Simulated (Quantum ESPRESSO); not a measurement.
Run report: BaF₂, band-structure run (part 1 of 2)

- system: BaF₂ (Fm-3m, 3 atoms in the cell)
- method: Kohn-Sham DFT of a periodic cell, PBE, spin-orbit coupling, PseudoDojo 0.4 FR PBE standard, no spin polarisation (Quantum ESPRESSO 7.5)

The structure derives from an entry of the Crystallography Open Database.

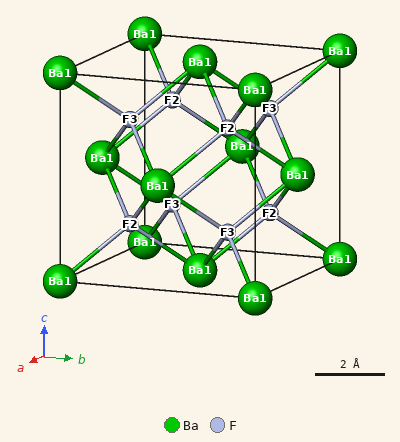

Figure 1. The structure as given in the input (ball-and-stick view of the cell 4 times as large as that of the calculation, set on its symmetry axes, seen slightly off an axis; atoms are numbered from 1 in the order of the input). An atom can appear more than once, as a periodic image. Near neighbours in the periodic cell (some may lie outside the picture): Ba has 8 F at 2.68 Å; F has 4 Ba at 2.68 Å.

## Key numbers

- outcome: converged
- space group (tolerance 0.01 Å): Fm-3m (225)
- electrons treated: 24
- free energy: −2113.5090 eV
- Fermi energy: 9.117 eV
- gap on the k-point mesh: 6.80 eV
- gap on the band path: 6.80 eV
- pressure: 1.70 GPa
- largest force (length of the vector): under 0.001 eV/Å
- hardware: 1 thread of Arm Neoverse V2, 24 GiB of memory available, shared host
- wall time: 9.2 min
- peak memory: 0.44 GiB

## Input file
```
&CONTROL
  calculation = 'scf'
  prefix = 'pwscf'
  outdir = './tmp'
  pseudo_dir = './pseudo'
  tprnfor = .true.
  tstress = .true.
  disk_io = 'low'
/
&SYSTEM
  ibrav = 0
  nat = 3
  ntyp = 2
  ecutwfc = 84
  nbnd = 38
  occupations = 'smearing'
  smearing = 'fd'
  degauss = 0.00367493
  noncolin = .true.
  lspinorb = .true.
/
&ELECTRONS
  conv_thr = 6d-10
  electron_maxstep = 120
  mixing_beta = 0.5
/
ATOMIC_SPECIES
Ba   137.3270 Ba.upf
F     18.9984 F.upf
CELL_PARAMETERS angstrom
   0.0000000000    3.1000500000    3.1000500000
   3.1000500000    0.0000000000    3.1000500000
   3.1000500000    3.1000500000    0.0000000000
ATOMIC_POSITIONS angstrom
Ba     0.0000000000    0.0000000000    0.0000000000
F      4.6500750000    4.6500750000    4.6500750000
F      1.5500250000    1.5500250000    1.5500250000
K_POINTS automatic
8 8 8 0 0 0
```

## File bands.in
```
&CONTROL
  calculation = 'bands'
  prefix = 'pwscf'
  outdir = './tmp'
  pseudo_dir = './pseudo'
  disk_io = 'low'
  verbosity = 'high'
/
&SYSTEM
  ibrav = 0
  nat = 3
  ntyp = 2
  ecutwfc = 84
  nbnd = 38
  occupations = 'smearing'
  smearing = 'fd'
  degauss = 0.00367493
  noncolin = .true.
  lspinorb = .true.
/
&ELECTRONS
  conv_thr = 1d-08
  electron_maxstep = 120
  mixing_beta = 0.5
  diago_full_acc = .true.
  startingwfc = 'random'
/
ATOMIC_SPECIES
Ba   137.3270 Ba.upf
F     18.9984 F.upf
CELL_PARAMETERS angstrom
   0.0000000000    3.1000500000    3.1000500000
   3.1000500000    0.0000000000    3.1000500000
   3.1000500000    3.1000500000    0.0000000000
ATOMIC_POSITIONS angstrom
Ba     0.0000000000    0.0000000000    0.0000000000
F      4.6500750000    4.6500750000    4.6500750000
F      1.5500250000    1.5500250000    1.5500250000
K_POINTS crystal
60
 0.0000000000  0.0000000000  0.0000000000 1
 0.0625000000  0.0000000000  0.0625000000 1
 0.1250000000  0.0000000000  0.1250000000 1
 0.1875000000  0.0000000000  0.1875000000 1
 0.2500000000  0.0000000000  0.2500000000 1
 0.3125000000  0.0000000000  0.3125000000 1
 0.3750000000  0.0000000000  0.3750000000 1
 0.4375000000  0.0000000000  0.4375000000 1
 0.5000000000  0.0000000000  0.5000000000 1
 0.5000000000  0.0625000000  0.5625000000 1
 0.5000000000  0.1250000000  0.6250000000 1
 0.5000000000  0.1875000000  0.6875000000 1
 0.5000000000  0.2500000000  0.7500000000 1
 0.4375000000  0.3125000000  0.7500000000 1
 0.3750000000  0.3750000000  0.7500000000 1
 0.3375000000  0.3375000000  0.6750000000 1
 0.3000000000  0.3000000000  0.6000000000 1
 0.2625000000  0.2625000000  0.5250000000 1
 0.2250000000  0.2250000000  0.4500000000 1
 0.1875000000  0.1875000000  0.3750000000 1
 0.1500000000  0.1500000000  0.3000000000 1
 0.1125000000  0.1125000000  0.2250000000 1
 0.0750000000  0.0750000000  0.1500000000 1
 0.0375000000  0.0375000000  0.0750000000 1
 0.0000000000  0.0000000000  0.0000000000 1
 0.0625000000  0.0625000000  0.0625000000 1
 0.1250000000  0.1250000000  0.1250000000 1
 0.1875000000  0.1875000000  0.1875000000 1
 0.2500000000  0.2500000000  0.2500000000 1
 0.3125000000  0.3125000000  0.3125000000 1
 0.3750000000  0.3750000000  0.3750000000 1
 0.4375000000  0.4375000000  0.4375000000 1
 0.5000000000  0.5000000000  0.5000000000 1
 0.5250000000  0.4500000000  0.5250000000 1
 0.5500000000  0.4000000000  0.5500000000 1
 0.5750000000  0.3500000000  0.5750000000 1
 0.6000000000  0.3000000000  0.6000000000 1
 0.6250000000  0.2500000000  0.6250000000 1
 0.5833333333  0.2500000000  0.6666666667 1
 0.5416666667  0.2500000000  0.7083333333 1
 0.5000000000  0.2500000000  0.7500000000 1
 0.5000000000  0.2857142857  0.7142857143 1
 0.5000000000  0.3214285714  0.6785714286 1
 0.5000000000  0.3571428571  0.6428571429 1
 0.5000000000  0.3928571429  0.6071428571 1
 0.5000000000  0.4285714286  0.5714285714 1
 0.5000000000  0.4642857143  0.5357142857 1
 0.5000000000  0.5000000000  0.5000000000 1
 0.4821428571  0.4821428571  0.5357142857 1
 0.4642857143  0.4642857143  0.5714285714 1
 0.4464285714  0.4464285714  0.6071428571 1
 0.4285714286  0.4285714286  0.6428571429 1
 0.4107142857  0.4107142857  0.6785714286 1
 0.3928571429  0.3928571429  0.7142857143 1
 0.3750000000  0.3750000000  0.7500000000 1
 0.6250000000  0.2500000000  0.6250000000 1
 0.5937500000  0.1875000000  0.5937500000 1
 0.5625000000  0.1250000000  0.5625000000 1
 0.5312500000  0.0625000000  0.5312500000 1
 0.5000000000  0.0000000000  0.5000000000 1
```

Launch command:
```bash
OMP_NUM_THREADS=1 pw.x -in pw.in > pw.out
OMP_NUM_THREADS=1 pw.x -in bands.in > bands.out
```

## What the program printed
```
This program is part of the open-source Quantum ESPRESSO suite
     for quantum simulation of materials; please cite
         "P. Giannozzi et al., J. Phys.:Condens. Matter 21 395502 (2009);
         "P. Giannozzi et al., J. Phys.:Condens. Matter 29 465901 (2017);
         "P. Giannozzi et al., J. Chem. Phys. 152 154105 (2020);
          URL
     in publications or presentations arising from this work. More details at

     Message from routine setup:
     using ibrav=0 with symmetry is DISCOURAGED, use correct ibrav instead

     G-vector sticks info
     --------------------
     sticks:   dense  smooth     PW     G-vecs:    dense   smooth      PW
     Sum        1585    1585    451                41703    41703    6423

     Using Slab Decomposition

     bravais-lattice index     =            0
     lattice parameter (alat)  =       8.2848  a.u.
     unit-cell volume          =     402.0987 (a.u.)^3
     number of atoms/cell      =            3
     number of atomic types    =            2
     number of electrons       =        24.00
     number of Kohn-Sham states=           38
     kinetic-energy cutoff     =      84.0000  Ry
     charge density cutoff     =     336.0000  Ry
     scf convergence threshold =      6.0E-10
     mixing beta               =       0.5000
     number of iterations used =            8  plain     mixing
     Exchange-correlation= PBE
                           (   1   4   3   4   0   0   0)
     Non magnetic calculation with spin-orbit

     celldm(1)=   8.284810  celldm(2)=   0.000000  celldm(3)=   0.000000
     celldm(4)=   0.000000  celldm(5)=   0.000000  celldm(6)=   0.000000

     crystal axes: (cart. coord. in units of alat)
               a(1) = (   0.000000   0.707107   0.707107 )
               a(2) = (   0.707107   0.000000   0.707107 )
               a(3) = (   0.707107   0.707107   0.000000 )

     reciprocal axes: (cart. coord. in units 2 pi/alat)
               b(1) = ( -0.707107  0.707107  0.707107 )
               b(2) = (  0.707107 -0.707107  0.707107 )
               b(3) = (  0.707107  0.707107 -0.707107 )

     PseudoPot. # 1 for Ba read from file:
     Ba.upf
     Pseudo is Norm-conserving + core correction, Zval = 10.0
     Generated using ONCVPSP code by D. R. Hamann
     Using radial grid of 1958 points, 10 beta functions with:
                l(1) =   0
                l(2) =   0
                l(3) =   1
                l(4) =   1
                l(5) =   1
                l(6) =   1
                l(7) =   2
                l(8) =   2
                l(9) =   2
               l(10) =   2

     PseudoPot. # 2 for F  read from file:
     F.upf
     Pseudo is Norm-conserving + core correction, Zval =  7.0
     Generated using ONCVPSP code by D. R. Hamann
     Using radial grid of  832 points,  8 beta functions with:
                l(1) =   0
                l(2) =   0
                l(3) =   1
                l(4) =   1
                l(5) =   1
                l(6) =   1
                l(7) =   2
                l(8) =   2

     atomic species   valence    mass     pseudopotential
     Ba               10.00   137.32700     Ba( 1.00)
     F                 7.00    18.99840     F ( 1.00)

     48 Sym. Ops., with inversion, found

   Cartesian axes

     site n.     atom                  positions (alat units)
         1        Ba     tau(   1) = (   0.0000000   0.0000000   0.0000000  )
         2        F      tau(   2) = (   1.0606602   1.0606602   1.0606602  )
         3        F      tau(   3) = (   0.3535534   0.3535534   0.3535534  )

     number of k points=    29  Fermi-Dirac smearing, width (Ry)=  0.0037
                       cart. coord. in units 2pi/alat
        k(    1) = (   0.0000000   0.0000000   0.0000000), wk =   0.0019531
        k(    2) = (   0.0883883   0.0883883  -0.0883883), wk =   0.0156250
        k(    3) = (   0.1767767   0.1767767  -0.1767767), wk =   0.0156250
        k(    4) = (   0.2651650   0.2651650  -0.2651650), wk =   0.0156250
        k(    5) = (  -0.3535534  -0.3535534   0.3535534), wk =   0.0078125
        k(    6) = (   0.1767767   0.0000000   0.0000000), wk =   0.0117188
        k(    7) = (   0.2651650   0.0883883  -0.0883883), wk =   0.0468750
        k(    8) = (   0.3535534   0.1767767  -0.1767767), wk =   0.0468750
        k(    9) = (  -0.2651650  -0.4419417   0.4419417), wk =   0.0468750
        k(   10) = (  -0.1767767  -0.3535534   0.3535534), wk =   0.0468750
        k(   11) = (  -0.0883883  -0.2651650   0.2651650), wk =   0.0468750
        k(   12) = (   0.0000000  -0.1767767   0.1767767), wk =   0.0234375
        k(   13) = (   0.3535534   0.0000000   0.0000000), wk =   0.0117188
        k(   14) = (   0.4419417   0.0883883  -0.0883883), wk =   0.0468750
        k(   15) = (  -0.1767767  -0.5303301   0.5303301), wk =   0.0468750
        k(   16) = (  -0.0883883  -0.4419417   0.4419417), wk =   0.0468750
        k(   17) = (   0.0000000  -0.3535534   0.3535534), wk =   0.0234375
        k(   18) = (   0.5303301  -0.0000000   0.0000000), wk =   0.0117188
        k(   19) = (  -0.0883883  -0.6187184   0.6187184), wk =   0.0468750
        k(   20) = (   0.0000000  -0.5303301   0.5303301), wk =   0.0234375
        k(   21) = (  -0.7071068   0.0000000   0.0000000), wk =   0.0058594
        k(   22) = (   0.3535534   0.1767767   0.0000000), wk =   0.0468750
        k(   23) = (  -0.2651650  -0.4419417   0.6187184), wk =   0.0937500
        k(   24) = (  -0.1767767  -0.3535534   0.5303301), wk =   0.0468750
        k(   25) = (  -0.1767767  -0.5303301   0.7071068), wk =   0.0468750
        k(   26) = (  -0.0883883  -0.4419417   0.6187184), wk =   0.0937500
        k(   27) = (   0.0000000  -0.3535534   0.5303301), wk =   0.0468750
        k(   28) = (  -0.7071068   0.1767767  -0.0000000), wk =   0.0234375
        k(   29) = (  -0.7071068   0.3535534   0.0000000), wk =   0.0117188

     Dense  grid:    41703 G-vectors     FFT dimensions: (  50,  50,  50)

     Initial potential from superposition of free atoms

     starting charge      23.9834, renormalised to      24.0000
     Starting wfcs are   26 randomized atomic wfcs +   12 random wfcs

     Self-consistent Calculation

     iteration #  1     ecut=    84.00 Ry     beta= 0.50
     Davidson diagonalization with overlap
     ethr =  1.00E-02,  avg # of iterations =  6.6

     total energy              =    -155.20846970 Ry
     estimated scf accuracy    <       0.41628458 Ry

     iteration #  2     ecut=    84.00 Ry     beta= 0.50
     Davidson diagonalization with overlap
     ethr =  1.73E-03,  avg # of iterations =  2.3

     total energy              =    -155.32316220 Ry
     estimated scf accuracy    <       0.08833057 Ry

     iteration #  3     ecut=    84.00 Ry     beta= 0.50
     Davidson diagonalization with overlap
     ethr =  3.68E-04,  avg # of iterations =  2.4

     total energy              =    -155.33958419 Ry
     estimated scf accuracy    <       0.00613148 Ry

     iteration #  4     ecut=    84.00 Ry     beta= 0.50
     Davidson diagonalization with overlap
     ethr =  2.55E-05,  avg # of iterations =  3.4

     total energy              =    -155.34004801 Ry
     estimated scf accuracy    <       0.00010007 Ry

     iteration #  5     ecut=    84.00 Ry     beta= 0.50
     Davidson diagonalization with overlap
     ethr =  4.17E-07,  avg # of iterations =  4.7

     total energy              =    -155.34004570 Ry
     estimated scf accuracy    <       0.00002876 Ry

     iteration #  6     ecut=    84.00 Ry     beta= 0.50
     Davidson diagonalization with overlap
     ethr =  1.20E-07,  avg # of iterations =  2.0

     total energy              =    -155.34004561 Ry
     estimated scf accuracy    <       0.00001727 Ry

     iteration #  7     ecut=    84.00 Ry     beta= 0.50
     Davidson diagonalization with overlap
     ethr =  7.20E-08,  avg # of iterations =  2.0

     total energy              =    -155.34004790 Ry
     estimated scf accuracy    <       0.00000027 Ry

     iteration #  8     ecut=    84.00 Ry     beta= 0.50
     Davidson diagonalization with overlap
     ethr =  1.14E-09,  avg # of iterations =  2.0

     total energy              =    -155.34004794 Ry
     estimated scf accuracy    <          7.1E-09 Ry

     iteration #  9     ecut=    84.00 Ry     beta= 0.50
     Davidson diagonalization with overlap
     ethr =  2.98E-11,  avg # of iterations =  2.0

     total energy              =    -155.34004794 Ry
     estimated scf accuracy    <          7.5E-09 Ry

     iteration # 10     ecut=    84.00 Ry     beta= 0.50
     Davidson diagonalization with overlap
     ethr =  2.98E-11,  avg # of iterations =  2.0

     End of self-consistent calculation

          k = 0.0000 0.0000 0.0000 (  5209 PWs)   bands (ev):

   -19.8009 -19.8009 -15.6543 -15.6543 -15.5982 -15.5982  -6.0729  -6.0729
    -4.0312  -4.0312  -4.0312  -4.0312   1.7071   1.7071   1.7492   1.7492
     1.7492   1.7492   3.0431   3.0431   3.1726   3.1726   3.1726   3.1726
    10.0292  10.0292  12.4568  12.4568  12.4568  12.4568  14.6191  14.6191
    14.6191  14.6191  14.7065  14.7065  18.3009  18.3009

          k = 0.0884 0.0884-0.0884 (  5179 PWs)   bands (ev):

   -19.7715 -19.7715 -15.6693 -15.6693 -15.6353 -15.6353  -6.0888  -6.0888
    -4.0657  -4.0657  -4.0597  -4.0597   1.7833   1.7833   1.8168   1.8168
     1.8989   1.8989   2.9815   2.9815   3.1040   3.1040   3.1549   3.1549
    10.3792  10.3792  12.4445  12.4445  12.4450  12.4450  14.4522  14.4522
    14.6354  14.6354  14.6980  14.6980  17.8252  17.8252

          k = 0.1768 0.1768-0.1768 (  5219 PWs)   bands (ev):
```
